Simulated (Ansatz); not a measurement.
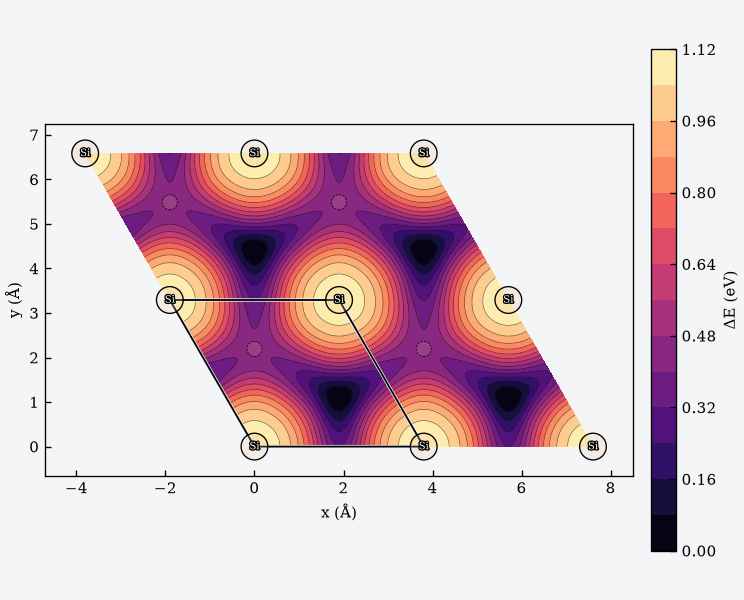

Mg on a Si(001) slab cut from the P6_3/mmc phase, its upper half relaxed before the scan (24 atoms of substrate and one adsorbate in a 2 × 2 cell). Mg is moved over the surface cell; relaxed at each place: the height of the adsorbate's atoms; substrate rigid; the origin of the map has the adsorbate above Si21. Places are given modulo a cell vector. The map is drawn in real space over the plane of the surface. The grid has 6 × 6 points; 10 points were computed and 26 follow by symmetry. Places are given in fractions of the 1 × 1 surface cell. Energies are in eV, from the lowest grid point. These are results of DFT LDA, scalar-relativistic, plane waves, PAW in Ansatz, not measurements. Settings: cutoff 420 eV, k-mesh 6×6×1, gaussian smearing 0.05 eV, no spin polarisation.

Drawn: filled contours, labelled circles for the atoms of the top layer and small ones for the second layer, the outline of one cell of the 2 × 2 shown. Between grid points the surface is interpolated.

The lowest grid point is at a threefold hollow, (4/6, 2/6) of the cell vectors. The highest grid point, the top site over a surface Si atom, (0/6, 0/6) of the cell vectors, lies 1.11 eV above the lowest. On the interpolated surface the easiest way out of the lowest well to its copy in the next cell or period passes a barrier of about 0.41 eV. At the lowest point the adsorbate has 3 Si at 2.68 Å as nearest neighbours, at the highest 1 Si at 2.57 Å. Its relaxed height above the top atom is 1.54 Å at the lowest and 2.57 Å at the highest point.

The level of theory is changed to Ansatz, DFT PBE, scalar-relativistic, plane waves, PAW; with it change the cell, relaxed at the new level (first cell vector 7.702 Å, before 7.603 Å).

**What does this change do to the map?**

The lowest place stays at a threefold hollow, (4/6, 2/6) of the cell vectors. The span from the lowest to the highest grid point shrinks from 1.11 to 1.00 eV. The easiest pass out of the lowest well goes from about 0.41 to about 0.39 eV on the interpolated surfaces. In the new map: at the lowest point the adsorbate has 3 Si at 2.73 Å as nearest neighbours, at the highest 1 Si at 2.63 Å. Its relaxed height above the top atom is 1.58 Å at the lowest and 2.63 Å at the highest point.

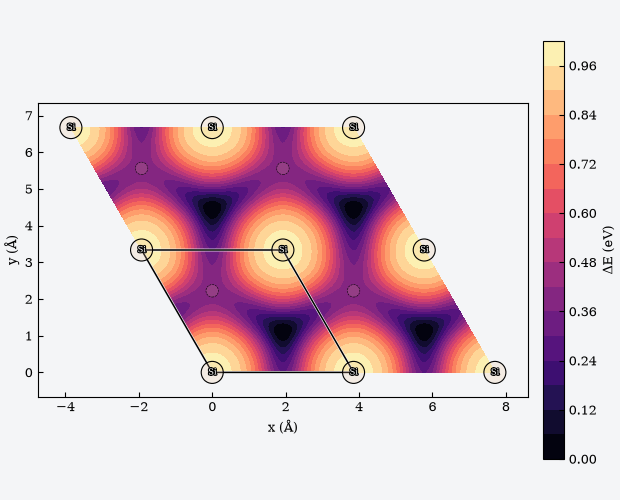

The map after the change, on a colour scale of its own. The picture shows filled contours, labelled circles for the atoms of the top layer and small ones for the second layer, the outline of one cell of the 2 × 2 shown. Between grid points the surface is interpolated.

PAW datasets: the set soft_1.
